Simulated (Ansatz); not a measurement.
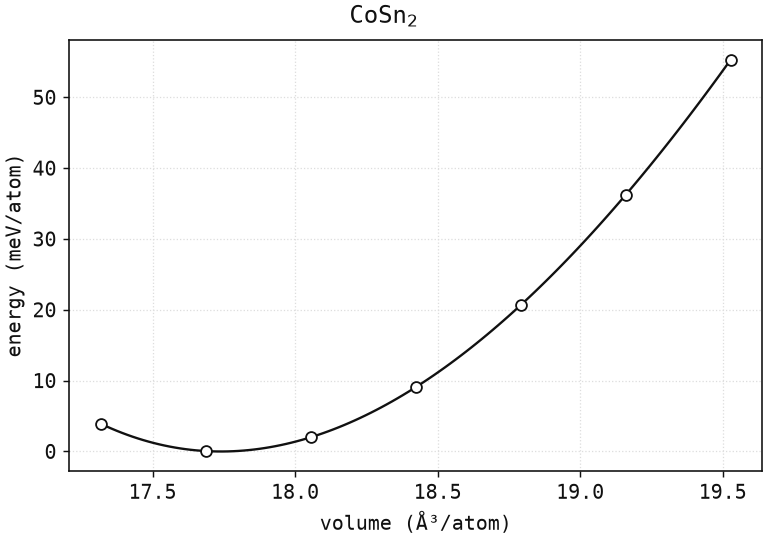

Plotted: energy against volume for CoSn₂, space group I4/mcm (No. 140).

Starting cell:
```xyz
6
Lattice="-3.1825 3.1825 2.7285 3.1825 -3.1825 2.7285 3.1825 3.1825 -2.7285" Properties=species:S:1:pos:R:3 pbc="T T T"
Sn    1.0057    2.1768    2.7285
Sn    2.1768   -1.0057    2.7285
Sn    2.1768    1.0057    0.0000
Sn    1.0057    4.1882    0.0000
Co    0.0000    0.0000    4.0927
Co    0.0000    0.0000    1.3642
```

How it was computed, with Ansatz 0.2.0: all-electron LAPW DFT, collinear spins; energies at scaled volumes of the given cell, shape and fractions fixed, counted from the fit's minimum, third-order Birch-Murnaghan fit. Level: PBEsol, collinear spin.

```csv
setting,value
k mesh,7×7×7
occupations,Fermi–Dirac
smearing width,0.05 eV
potentials,"all electron LAPW, scalar relativistic"
program settings,basis error eV/atom 0.001
```

From this curve and the settings, what does the calculation give for the pressure at the same points?

The pressure falls from 3.05 GPa at volume 17.32 Å³/atom to −8.99 GPa at 19.53 Å³/atom, and changes sign near 17.74 Å³/atom.

```tsv
volume (Å³/atom)	pressure (GPa)
17.32	3.05
17.69	0.37
18.05	-2.00
18.42	-4.09
18.79	-5.94
19.16	-7.57
19.53	-8.99
```

Note: the program warns: seeded moment not kept; shape and atomic fractions are frozen while scaling, which makes layered, chain and framework solids too stiff.
